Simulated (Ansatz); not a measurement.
# Y: what the fields show

```
Y
1.0
    -3.59752    0.00000    0.00000
     0.00000   -6.23108    0.00000
     0.33515    0.00000    5.58576
Y
4
Direct
  0.00000 0.66496 0.25000
  0.50000 0.16496 0.25000
  0.50000 0.83504 0.75000
  0.00000 0.33504 0.75000
```

Space group C2/c.

These are results of DFT PBEsol, scalar-relativistic, plane waves, PAW (Ansatz 0.2.0), not measurements.

Core electrons are frozen (PAW), and the valence fields are smoothed inside the atomic spheres.

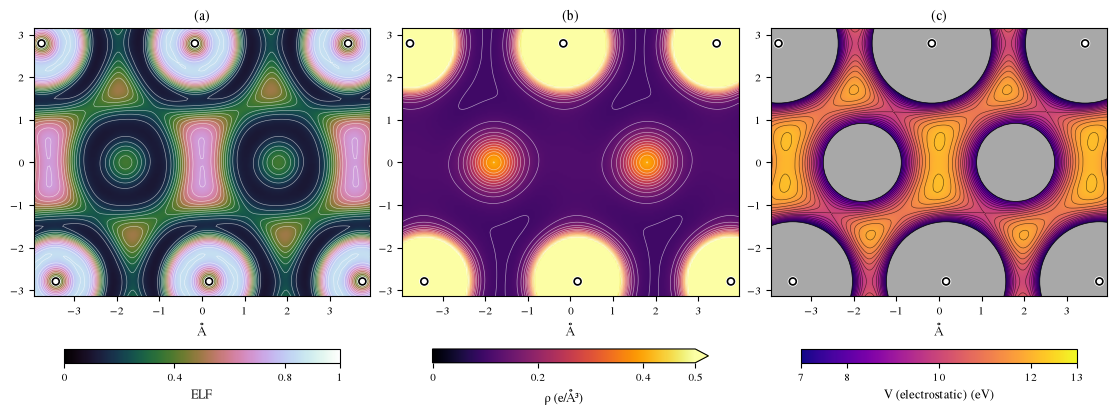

Figure 1. (a) ELF; (b) valence pseudo-density; (c) electrostatic potential (local pseudopotential plus Hartree) felt by an electron on the (010) plane of the conventional cell. Circles mark the nuclei in the plane (Y). Grey discs cover the atomic cores in the potential map.

Question: Describe what can be read from this map.

Answer: The section cuts through Y sites.
Y–Y (3.60 Å): the density is about 0.1 e/Å³ at the midpoint; the ELF is about 0.25 at the midpoint: no shared electron pair shows on this line.
Between the atoms the lowest density in this plane is 0.1 e/Å³.
The ELF has a maximum of about 0.70 in the space between the atoms, 2.1 Å from four Y atoms, on no atom or two-centre bond.
The features right at Y lie inside the PAW spheres, where the map follows smoothed inner orbitals and isn't to be read closely.
Outside the cores the potential energy rises away from the atoms and is highest about 2.1 Å from the nearest atoms; its zero is arbitrary.

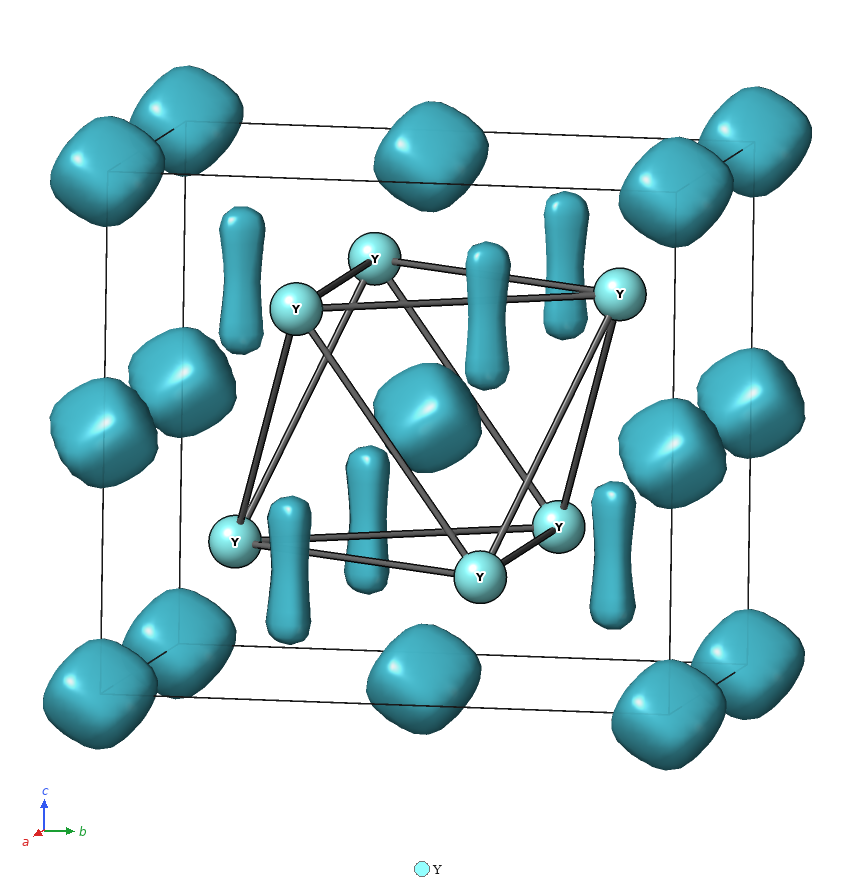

Figure 2. Isosurface of the ELF at 0.65 (cyan), seen slightly off an axis. Only the valence region is drawn (cores and ρ < 0.01 e/Å³ removed). Sticks mark near contacts.

Question: Identify the bonds, lone pairs and shells in this picture.

Answer: The surface consists of eight pockets between the atoms, centred on no nucleus (multi-centre or interstitial), counted in one cell of 4 atoms. Any copies at cell faces, edges or corners count once. There are no localised bonds or lone pairs at this value. Profiles from the grid: Y–Y (3.40 Å): the ELF is about 0.15 at the midpoint: no localised pair shows between them. Y–Y (3.47 Å): the ELF is about 0.20 at the midpoint: no localised pair shows between them.

Question: Does the calculation give a band gap?

Answer: It is gapless in this calculation (a metal or semimetal).
